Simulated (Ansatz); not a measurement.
# Geometry relaxation, with input and output: Si3C (part 1 of 3)

- system: Si3C (4 atoms in the cell)
- method: DFT, r2SCAN, plane waves, PAW, no spin polarisation (Ansatz 0.2.0)

The structure was built on a prototype by a generator. The geometry comes from this level: PBE. Figures and captions count atoms from 1; the log counts them from 0 in places.

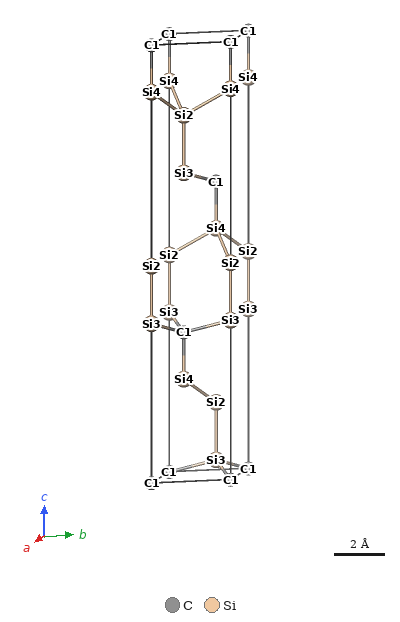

Fig. 1: The structure as given in the input (ball-and-stick view of the cell 3 times as large as that of the calculation, set on its symmetry axes, seen slightly off an axis; atoms are numbered from 1 in the order of the input). An atom can appear more than once, as a periodic image. Near neighbours in the periodic cell (some may lie outside the picture): C has 4 Si at 1.92 to 2.02 Å; Si has 4 Si at 2.25 to 2.35 Å; Si has 3 C at 2.02 Å and 1 Si at 2.35 Å; Si has 1 C at 1.92 Å and 3 Si at 2.25 Å.

Summary

| quantity | value |
| --- | --- |
| outcome | converged |
| space group (tolerance 0.01 Å) | R3m (160) |
| electrons treated | 16 |
| free energy | −2167.6529 eV |
| Fermi energy | 8.966 eV |
| band gap | none (metallic) |
| pressure | −0.02 GPa |
| final volume | 58.68 Å³ |
| largest force (length of the vector) at the end | 0.003 eV/Å |
| final cell | a = 6.190 Å, b = 6.190 Å, c = 6.190 Å, α = 31.85°, β = 31.85°, γ = 31.85° |
| hardware | 2 threads of AMD EPYC (Zen 3), 32 GiB of memory available, shared host |
| wall time | 99 s (CPU time 3.2 min) |
| peak memory | 0.57 GiB |

Input file
```yaml
crystal:
  lattice:
    - [1.6808451167, 0.9704363806, 5.9740844308]
    - [-1.6808451167, 0.9704363806, 5.9740844308]
    - [0.0, -1.9408727611, 5.9740844308]
  atoms:
    - { symbol: C, position: [0.9992481165, -0.0007518835, -0.0007518835] }
    - { symbol: Si, position: [0.4949195162, 0.4949195162, 0.4949195162] }
    - { symbol: Si, position: [0.363550563, 0.363550563, 0.363550563] }
    - { symbol: Si, position: [0.8922818043, 0.8922818043, 0.8922818043] }
kpoints:
  mp_grid: { grid: [8, 8, 8] }
hamiltonian:
  xc: r2scan
scf:
  occupations: { method: fermi_dirac, width: 0.02 }
relax:
  f_tol: 0.005
  cell: {}
output:
  write_density: true
  write_potential: true
  elf: true
  volumetric_format: npy
```

Launch command:
```bash
ansatz run input.yaml --threads 2 --pin off --max-ram 2211MiB --backend cpu --events-out ev --progress --plain --runs-dir out
```

What the program printed
```
basis.fft_grid_basis auto: the FFT boxes are laid along the combinations [[1, -1, 0], [0, 1, 0], [0, -1, 1]] of the cell's own vectors, 3.362, 6.281 and 3.362 Å long. The dense box has 25×48×25 points. Along the cell's own vectors, as sized, it would have 48×48×48, 3.69 times as many. Of the 6 symmetry operations that the crystal satisfies within crystal.symmetry.tolerance (time reversal apart; of a slab, those that keep its plane) the dense box along the cell's own vectors carries 6, and the one as laid loses 4 of those. basis.fft_grid_basis: typed keeps the cell's own vectors: state it where this run's energies or levels are differenced outside the engine with another run's, or held beside a run that keeps those vectors. Those combinations have planes normal to reciprocal vector 3, as the cell's own vectors have. Each planar average written beside output.write_density, output.write_potential has a row for each plane of the box: 25. The volumetric files lie along those combinations, not along the cell's own vectors: a cube or XSF file states them, and fields.json those of NumPy files.
Engine: ansatz 0.2.0, x86_64-unknown-linux-gnu
Pseudopotentials: kind: paw
Pseudopotential: C, paw, valence charge 4, recommended cutoff 500 eV (meta_gga), C.paw.azcp
Pseudopotential: Si, paw, valence charge 4, recommended cutoff 500 eV (meta_gga), Si.paw.azcp
Functional definition: r2SCAN
  parameter k0 = 0.174
  parameter k1 = 0.065
  parameter a1 = 4.9479
  exchange = r2scan_x(k0 = k0, k1 = k1, a1 = a1)
  correlation = r2scan_c
Crystal: 4 atoms, lattice volume = 58.468 Å³
Basis set: ecut = 500 eV, 1479 PW (Γ), FFT grids on a1−a2, a2, −a2+a3, exchange–correlation on 100×192×100 points (64 copies of the dense FFT grid, shifted against one another)
Bands: 12, of which v1, the nominal top of the filled ones, is band 8 counted from 1 (7 counted from 0)
Symmetry: 6 space group operations
Space group: R3m (ITA 160), of the structure as read, at distance tolerance 3.9e-5 Å
k-points: 65 of 512 (time reversal used)
Non-local potential: C, projectors of the file, l = 0: 2, l = 1: 2, l = 2: 1
Non-local potential: Si, projectors of the file, l = 0: 2, l = 1: 2, l = 2: 2
PAW form: soft (Blöchl's): semilocal exchange-correlation on the pseudo side does not see the compensation charge
PAW frozen core: C, regenerated for the run's functional (the file was generated under x = pbe(κ = 0.804, μ = 0.2195149727645171), c = pbe(β = 0.06672455060314922))
PAW frozen core: Si, regenerated for the run's functional (the file was generated under x = pbe(κ = 0.804, μ = 0.2195149727645171), c = pbe(β = 0.06672455060314922))
PAW one-centre angular grid: C, 302 points (default); XC on 239 of its mesh's 2573 points in the sphere
PAW one-centre angular grid: Si, 302 points (default); XC on 160 Gauss nodes
Initial density: superposition of atomic densities (neutral atoms: chi_scale 0, normalization atom), corrected by the library's trained network
Initial wavefunctions: pseudopotential atomic-orbital guess
Functional: x = r2scan, c = r2scan; τ floored in thin density (d = 2e-4 eV/Å³)
SCF iter   1: F=—  HF=-2167.594391 eV  |F-HF|=—  |Δ(HF+E_count)|=         —  Δρ=5.48e-3  dr2=1.42e-2  dr2_τ=1.18e-1  ethr=1.77e-3  ⟨swp⟩=6.6  Hψ=5884  notcnv=0
preconditioner: auto → Kerker (q_TF=auto, 2.198 Å⁻¹)  [metal: Δε(μ)=0.025 eV  Ē_g=9.857 eV  σ=0.020 eV  W_gap=0.28  n_scr=10 (ndim 8)  ℏωp=19.4 eV  f_vac=0.000  D(μ)=0.98/eV (n_scr^D=2)]
SCF iter   2: F=—  HF=-2167.641495 eV  |F-HF|=—  |Δ(HF+E_count)|=   4.71e-2  Δρ=3.48e-3  dr2=5.69e-3  dr2_τ=1.60e-4  ethr=8.87e-5  ⟨swp⟩=2.0  Hψ=2075  notcnv=0  defer=8
SCF iter   3: F=—  HF=-2167.640842 eV  |F-HF|=—  |Δ(HF+E_count)|=   6.53e-4  Δρ=8.71e-4  dr2=6.09e-4  dr2_τ=9.73e-5  ethr=3.56e-5  ⟨swp⟩=3.0  Hψ=1523  notcnv=0  defer=8
SCF iter   4: F=—  HF=-2167.640742 eV  |F-HF|=—  |Δ(HF+E_count)|=   1.00e-4  Δρ=2.88e-4  dr2=6.27e-5  dr2_τ=7.90e-7  ethr=3.80e-6  ⟨swp⟩=2.2  Hψ=1200  notcnv=0  defer=8
SCF iter   5: F=—  HF=-2167.640751 eV  |F-HF|=—  |Δ(HF+E_count)|=   9.11e-6  Δρ=6.45e-5  dr2=5.68e-6  dr2_τ=4.43e-8  ethr=3.92e-7  ⟨swp⟩=2.4  Hψ=1303  notcnv=0  defer=8
SCF iter   6: F=—  HF=-2167.640751 eV  |F-HF|=—  |Δ(HF+E_count)|=   1.04e-7  Δρ=1.43e-5  dr2=1.82e-7  dr2_τ=1.84e-9  ethr=3.55e-8  ⟨swp⟩=2.7  Hψ=1204  notcnv=0  defer=8
SCF iter   7: F=-2167.640751 eV  HF=-2167.640751 eV  |F-HF|=2.16e-9  |Δ(HF+E_count)|=   5.40e-8  Δρ=3.50e-6  dr2=8.41e-9  dr2_τ=1.84e-10  ethr=6.25e-10  ⟨swp⟩=8.1  Hψ=4483  notcnv=0
SCF 1 converged in 7 iterations: F = -2167.640751 eV  dr2 = 8.41e-9
  greatest PAW one-centre occupation: 0.660 electrons in one spin orbital (limit 2), on the Si atom at site 1 (counted from 0), in its partial waves of l = 0
relax step   1: F+E_penalty+E_count = -2167.64075127 eV  Δ(F+E_penalty+E_count) = +0.000e0 eV  max|allowed force component| = 1.682e-1 eV/Å  Δτ_max = 0.0000 Å  P = -1.814 GPa  Ω = 58.468 Å³  (7 SCF iters, dr2 threshold 1.00e-7 eV, accepted)
Crystal: 4 atoms, lattice volume = 58.007 Å³
Basis set: ecut = 500 eV, 1461 PW (Γ), FFT grids on a1−a2, a2, −a2+a3, exchange–correlation on 100×192×100 points (64 copies of the dense FFT grid, shifted against one another)
Initial density: handed on by an earlier stage of this run
Initial wavefunctions: those handed on with the density
iter 1 solved again at ethr=7.65e-6 eV; its pass at ethr=3.10e-3 eV (dr2=1.22e-3 eV) is discarded
SCF iter   1: F=—  HF=-2167.645501 eV  |F-HF|=—  |Δ(HF+E_count)|=         —  Δρ=1.13e-3  dr2=1.22e-3  dr2_τ=1.93e-4  ethr=7.65e-6  ⟨swp⟩=2.0  Hψ=5674  notcnv=0
preconditioner: auto → Kerker (q_TF=auto, 2.201 Å⁻¹)  [metal: Δε(μ)=0.058 eV  Ē_g=9.911 eV  σ=0.020 eV  W_gap=0.45  n_scr=10 (ndim 8)  ℏωp=19.5 eV  f_vac=0.000  D(μ)=1.63/eV (n_scr^D=10)]
SCF iter   2: F=—  HF=-2167.645814 eV  |F-HF|=—  |Δ(HF+E_count)|=   3.13e-4  Δρ=7.00e-4  dr2=5.22e-4  dr2_τ=3.43e-6  ethr=7.60e-6  ⟨swp⟩=1.8  Hψ=1031  notcnv=0
SCF iter   3: F=—  HF=-2167.645738 eV  |F-HF|=—  |Δ(HF+E_count)|=   7.60e-5  Δρ=1.16e-4  dr2=7.75e-6  dr2_τ=2.16e-6  ethr=3.26e-6  ⟨swp⟩=2.6  Hψ=1214  notcnv=0
SCF iter   4: F=—  HF=-2167.645739 eV  |F-HF|=—  |Δ(HF+E_count)|=   1.32e-6  Δρ=5.26e-5  dr2=1.79e-6  dr2_τ=3.33e-8  ethr=4.84e-8  ⟨swp⟩=2.1  Hψ=1297  notcnv=0
SCF iter   5: F=-2167.645739 eV  HF=-2167.645739 eV  |F-HF|=4.66e-8  |Δ(HF+E_count)|=   4.19e-7  Δρ=1.42e-5  dr2=2.31e-7  dr2_τ=2.00e-9  ethr=2.50e-9  ⟨swp⟩=6.9  Hψ=5031  notcnv=0
SCF 2 converged in 5 iterations: F = -2167.645739 eV  dr2 = 2.31e-7
  greatest PAW one-centre occupation: 0.661 electrons in one spin orbital (limit 2), on the Si atom at site 1 (counted from 0), in its partial waves of l = 0
relax step   2: F+E_penalty+E_count = -2167.64573923 eV  Δ(F+E_penalty+E_count) = -4.988e-3 eV  max|allowed force component| = 6.254e-2 eV/Å  Δτ_max = 0.0054 Å  P = -0.425 GPa  Ω = 58.007 Å³  energy of the carried Pulay correction = +3.082e-5 eV  (5 SCF iters, dr2 threshold 4.00e-7 eV, accepted)
Crystal: 4 atoms, lattice volume = 57.884 Å³
Basis set: ecut = 500 eV, 1473 PW (Γ), FFT grids on a1−a2, a2, −a2+a3, exchange–correlation on 100×192×100 points (64 copies of the dense FFT grid, shifted against one another)
iter 1 solved again at ethr=9.41e-6 eV; its pass at ethr=3.10e-3 eV (dr2=1.51e-3 eV) is discarded
SCF iter   1: F=—  HF=-2167.646986 eV  |F-HF|=—  |Δ(HF+E_count)|=         —  Δρ=9.95e-4  dr2=1.52e-3  dr2_τ=3.45e-5  ethr=9.41e-6  ⟨swp⟩=2.0  Hψ=5454  notcnv=0
preconditioner: auto → Kerker (q_TF=auto, 2.202 Å⁻¹)  [metal: Δε(μ)=0.010 eV  Ē_g=9.918 eV  σ=0.020 eV  W_gap=0.12  n_scr=10 (ndim 8)  ℏωp=19.5 eV  f_vac=0.000  D(μ)=1.63/eV (n_scr^D=10)]
SCF iter   2: F=—  HF=-2167.646859 eV  |F-HF|=—  |Δ(HF+E_count)|=   1.27e-4  Δρ=5.68e-4  dr2=5.00e-4  dr2_τ=8.99e-7  ethr=9.41e-6  ⟨swp⟩=1.0  Hψ=780  notcnv=0
SCF iter   3: F=—  HF=-2167.646779 eV  |F-HF|=—  |Δ(HF+E_count)|=   8.02e-5  Δρ=9.22e-5  dr2=5.59e-6  dr2_τ=8.97e-8  ethr=3.12e-6  ⟨swp⟩=2.3  Hψ=1073  notcnv=0
SCF iter   4: F=—  HF=-2167.646780 eV  |F-HF|=—  |Δ(HF+E_count)|=   1.55e-6  Δρ=2.39e-5  dr2=7.67e-7  dr2_τ=1.95e-8  ethr=2.50e-9  ⟨swp⟩=9.2  Hψ=5181  notcnv=0
SCF iter   5: F=-2167.646780 eV  HF=-2167.646780 eV  |F-HF|=1.15e-8  |Δ(HF+E_count)|=   5.08e-9  Δρ=7.17e-6  dr2=4.19e-8  dr2_τ=3.70e-9  ethr=2.50e-9  ⟨swp⟩=8.8  Hψ=4758  notcnv=0
SCF 3 converged in 5 iterations: F = -2167.646780 eV  dr2 = 4.19e-8
  greatest PAW one-centre occupation: 0.662 electrons in one spin orbital (limit 2), on the Si atom at site 1 (counted from 0), in its partial waves of l = 0
relax step   3: F+E_penalty+E_count = -2167.64678022 eV  Δ(F+E_penalty+E_count) = -1.041e-3 eV  max|allowed force component| = 4.448e-2 eV/Å  Δτ_max = 0.0041 Å  P = +0.208 GPa  Ω = 57.884 Å³  energy of the carried Pulay correction = +3.909e-5 eV  (5 SCF iters, dr2 threshold 4.00e-7 eV, accepted)
Crystal: 4 atoms, lattice volume = 57.869 Å³
Basis set: ecut = 500 eV, 1467 PW (Γ), FFT grids on a1−a2, a2, −a2+a3, exchange–correlation on 100×192×100 points (64 copies of the dense FFT grid, shifted against one another)
iter 1 solved again at ethr=7.29e-5 eV; its pass at ethr=3.10e-3 eV (dr2=1.17e-2 eV) is discarded
SCF iter   1: F=—  HF=-2167.650624 eV  |F-HF|=—  |Δ(HF+E_count)|=         —  Δρ=3.00e-3  dr2=1.18e-2  dr2_τ=3.35e-4  ethr=7.29e-5  ⟨swp⟩=1.4  Hψ=5925  notcnv=0
preconditioner: auto → none  [insulator: Δε(μ)=0.075 eV  Ē_g=9.930 eV  σ=0.020 eV  W_gap=0.74  n_scr=10 (ndim 8)  ℏωp=19.5 eV  f_vac=0.000  D(μ)=0.65/eV (n_scr^D=2)  ε∞_Penn≈4.9]
SCF iter   2: F=—  HF=-2167.650653 eV  |F-HF|=—  |Δ(HF+E_count)|=   2.94e-5  Δρ=1.96e-3  dr2=9.72e-3  dr2_τ=1.56e-4  ethr=7.29e-5  ⟨swp⟩=3.2  Hψ=1585  notcnv=0
SCF iter   3: F=—  HF=-2167.648624 eV  |F-HF|=—  |Δ(HF+E_count)|=   2.03e-3  Δρ=9.66e-4  dr2=4.78e-4  dr2_τ=7.95e-6  ethr=6.07e-5  ⟨swp⟩=2.5  Hψ=1325  notcnv=0
SCF iter   4: F=—  HF=-2167.648654 eV  |F-HF|=—  |Δ(HF+E_count)|=   2.97e-5  Δρ=1.85e-4  dr2=1.97e-5  dr2_τ=1.39e-6  ethr=2.98e-6  ⟨swp⟩=2.3  Hψ=1567  notcnv=0
SCF iter   5: F=—  HF=-2167.648656 eV  |F-HF|=—  |Δ(HF+E_count)|=   2.81e-6  Δρ=5.35e-5  dr2=1.86e-6  dr2_τ=1.99e-8  ethr=1.23e-7  ⟨swp⟩=2.7  Hψ=1307  notcnv=0
SCF iter   6: F=—  HF=-2167.648657 eV  |F-HF|=—  |Δ(HF+E_count)|=   5.32e-7  Δρ=2.60e-5  dr2=1.26e-6  dr2_τ=2.22e-8  ethr=2.36e-9  ⟨swp⟩=9.4  Hψ=5062  notcnv=0
SCF iter   7: F=-2167.648657 eV  HF=-2167.648657 eV  |F-HF|=1.51e-7  |Δ(HF+E_count)|=   2.09e-7  Δρ=1.04e-5  dr2=1.95e-7  dr2_τ=8.37e-10  ethr=2.36e-9  ⟨swp⟩=7.2  Hψ=4933  notcnv=0
SCF 4 converged in 7 iterations: F = -2167.648657 eV  dr2 = 1.95e-7
  greatest PAW one-centre occupation: 0.663 electrons in one spin orbital (limit 2), on the Si atom at site 1 (counted from 0), in its partial waves of l = 0
relax step   4: F+E_penalty+E_count = -2167.64865665 eV  Δ(F+E_penalty+E_count) = -1.876e-3 eV  max|allowed force component| = 7.956e-2 eV/Å  Δτ_max = 0.0160 Å  P = +1.481 GPa  Ω = 57.869 Å³  energy of the carried Pulay correction = +4.015e-5 eV  (7 SCF iters, dr2 threshold 3.78e-7 eV, accepted)
Crystal: 4 atoms, lattice volume = 58.097 Å³
iter 1 solved again at ethr=5.50e-6 eV; its pass at ethr=3.10e-3 eV (dr2=8.79e-4 eV) is discarded
SCF iter   1: F=—  HF=-2167.650322 eV  |F-HF|=—  |Δ(HF+E_count)|=         —  Δρ=1.06e-3  dr2=8.71e-4  dr2_τ=1.42e-4  ethr=5.50e-6  ⟨swp⟩=2.4  Hψ=5903  notcnv=0
preconditioner: auto → none  [insulator: Δε(μ)=0.083 eV  Ē_g=9.906 eV  σ=0.020 eV  W_gap=0.76  n_scr=10 (ndim 8)  ℏωp=19.5 eV  f_vac=0.000  D(μ)=0.45/eV (n_scr^D=2)  ε∞_Penn≈4.9]
SCF iter   2: F=—  HF=-2167.650408 eV  |F-HF|=—  |Δ(HF+E_count)|=   8.65e-5  Δρ=4.84e-4  dr2=3.47e-4  dr2_τ=2.45e-5  ethr=5.44e-6  ⟨swp⟩=2.0  Hψ=1488  notcnv=0
SCF iter   3: F=—  HF=-2167.650331 eV  |F-HF|=—  |Δ(HF+E_count)|=   7.73e-5  Δρ=2.75e-4  dr2=3.15e-5  dr2_τ=5.49e-7  ethr=2.17e-6  ⟨swp⟩=2.2  Hψ=1080  notcnv=0
SCF iter   4: F=—  HF=-2167.650337 eV  |F-HF|=—  |Δ(HF+E_count)|=   6.31e-6  Δρ=6.72e-5  dr2=1.61e-6  dr2_τ=5.03e-8  ethr=1.97e-7  ⟨swp⟩=2.5  Hψ=1308  notcnv=0
SCF iter   5: F=-2167.650338 eV  HF=-2167.650338 eV  |F-HF|=1.07e-9  |Δ(HF+E_count)|=   6.52e-7  Δρ=1.39e-5  dr2=8.64e-8  dr2_τ=2.81e-9  ethr=2.50e-9  ⟨swp⟩=9.0  Hψ=4932  notcnv=0
SCF 5 converged in 5 iterations: F = -2167.650338 eV  dr2 = 8.64e-8
relax step   5: F+E_penalty+E_count = -2167.65033809 eV  Δ(F+E_penalty+E_count) = -1.681e-3 eV  max|allowed force component| = 7.075e-2 eV/Å  Δτ_max = 0.0067 Å  P = +1.355 GPa  Ω = 58.097 Å³  energy of the carried Pulay correction = +2.482e-5 eV  (5 SCF iters, dr2 threshold 4.00e-7 eV, accepted)
Crystal: 4 atoms, lattice volume = 58.948 Å³
Basis set: ecut = 500 eV, 1503 PW (Γ), FFT grids on a1−a2, a2, −a2+a3, exchange–correlation on 100×192×100 points (64 copies of the dense FFT grid, shifted against one another)
iter 1 solved again at ethr=2.15e-5 eV; its pass at ethr=3.10e-3 eV (dr2=3.44e-3 eV) is discarded
SCF iter   1: F=—  HF=-2167.650764 eV  |F-HF|=—  |Δ(HF+E_count)|=         —  Δρ=1.99e-3  dr2=3.29e-3  dr2_τ=9.21e-4  ethr=2.15e-5  ⟨swp⟩=1.1  Hψ=5552  notcnv=0
preconditioner: auto → none  [insulator: Δε(μ)=0.092 eV  Ē_g=9.818 eV  σ=0.020 eV  W_gap=0.81  n_scr=10 (ndim 8)  ℏωp=19.3 eV  f_vac=0.000  D(μ)=0.43/eV (n_scr^D=2)  ε∞_Penn≈4.9]
SCF iter   2: F=—  HF=-2167.651653 eV  |F-HF|=—  |Δ(HF+E_count)|=   8.89e-4  Δρ=6.26e-4  dr2=3.41e-4  dr2_τ=5.69e-5  ethr=2.05e-5  ⟨swp⟩=2.1  Hψ=1538  notcnv=0
SCF iter   3: F=—  HF=-2167.651643 eV  |F-HF|=—  |Δ(HF+E_count)|=   1.03e-5  Δρ=3.34e-4  dr2=1.38e-4  dr2_τ=3.15e-6  ethr=2.13e-6  ⟨swp⟩=2.1  Hψ=1124  notcnv=0
SCF iter   4: F=—  HF=-2167.651627 eV  |F-HF|=—  |Δ(HF+E_count)|=   1.57e-5  Δρ=1.36e-4  dr2=2.18e-5  dr2_τ=2.27e-7  ethr=8.64e-7  ⟨swp⟩=2.1  Hψ=1116  notcnv=0
SCF iter   5: F=—  HF=-2167.651625 eV  |F-HF|=—  |Δ(HF+E_count)|=   2.11e-6  Δρ=4.74e-5  dr2=9.11e-7  dr2_τ=2.04e-8  ethr=1.36e-7  ⟨swp⟩=2.5  Hψ=1065  notcnv=0
SCF iter   6: F=-2167.651625 eV  HF=-2167.651625 eV  |F-HF|=1.64e-7  |Δ(HF+E_count)|=   4.26e-7  Δρ=1.37e-5  dr2=2.35e-7  dr2_τ=9.05e-9  ethr=2.50e-9  ⟨swp⟩=9.0  Hψ=4947  notcnv=0
SCF 6 converged in 6 iterations: F = -2167.651625 eV  dr2 = 2.35e-7
relax step   6: F+E_penalty+E_count = -2167.65162528 eV  Δ(F+E_penalty+E_count) = -1.287e-3 eV  max|allowed force component| = 9.640e-2 eV/Å  Δτ_max = 0.0084 Å  P = -0.609 GPa  Ω = 58.948 Å³  energy of the carried Pulay correction = -3.189e-5 eV  (6 SCF iters, dr2 threshold 4.00e-7 eV, accepted)
Crystal: 4 atoms, lattice volume = 58.683 Å³
Basis set: ecut = 500 eV, 1491 PW (Γ), FFT grids on a1−a2, a2, −a2+a3, exchange–correlation on 100×192×100 points (64 copies of the dense FFT grid, shifted against one another)
iter 1 solved again at ethr=3.09e-6 eV; its pass at ethr=3.10e-3 eV (dr2=4.95e-4 eV) is discarded
SCF iter   1: F=—  HF=-2167.652647 eV  |F-HF|=—  |Δ(HF+E_count)|=         —  Δρ=7.91e-4  dr2=4.98e-4  dr2_τ=1.62e-4  ethr=3.09e-6  ⟨swp⟩=2.2  Hψ=5847  notcnv=0
preconditioner: auto → none  [insulator: Δε(μ)=0.110 eV  Ē_g=9.857 eV  σ=0.020 eV  W_gap=0.87  n_scr=10 (ndim 8)  ℏωp=19.4 eV  f_vac=0.000  D(μ)=0.34/eV (n_scr^D=0)  ε∞_Penn≈4.9]
SCF iter   2: F=—  HF=-2167.652721 eV  |F-HF|=—  |Δ(HF+E_count)|=   7.43e-5  Δρ=2.98e-4  dr2=5.45e-5  dr2_τ=3.76e-6  ethr=3.09e-6  ⟨swp⟩=2.1  Hψ=1258  notcnv=0
SCF iter   3: F=—  HF=-2167.652722 eV  |F-HF|=—  |Δ(HF+E_count)|=   1.36e-6  Δρ=1.36e-4  dr2=1.64e-5  dr2_τ=1.67e-7  ethr=3.41e-7  ⟨swp⟩=2.1  Hψ=1083  notcnv=0
SCF iter   4: F=—  HF=-2167.652723 eV  |F-HF|=—  |Δ(HF+E_count)|=   2.10e-7  Δρ=5.97e-5  dr2=4.83e-6  dr2_τ=6.55e-8  ethr=1.02e-7  ⟨swp⟩=2.1  Hψ=1131  notcnv=0
SCF iter   5: F=-2167.652722 eV  HF=-2167.652722 eV  |F-HF|=7.50e-8  |Δ(HF+E_count)|=   6.29e-7  Δρ=2.40e-5  dr2=1.83e-7  dr2_τ=4.24e-9  ethr=2.50e-9  ⟨swp⟩=7.7  Hψ=5148  notcnv=0
SCF 7 converged in 5 iterations: F = -2167.652722 eV  dr2 = 1.83e-7
relax step   7: F+E_penalty+E_count = -2167.65272204 eV  Δ(F+E_penalty+E_count) = -1.097e-3 eV  max|allowed force component| = 5.986e-2 eV/Å  Δτ_max = 0.0065 Å  P = +0.071 GPa  Ω = 58.683 Å³  energy of the carried Pulay correction = -1.432e-5 eV  (5 SCF iters, dr2 threshold 4.00e-7 eV, accepted)
Crystal: 4 atoms, lattice volume = 58.631 Å³
iter 1 solved again at ethr=3.59e-7 eV; its pass at ethr=3.10e-3 eV (dr2=5.74e-5 eV) is discarded
```
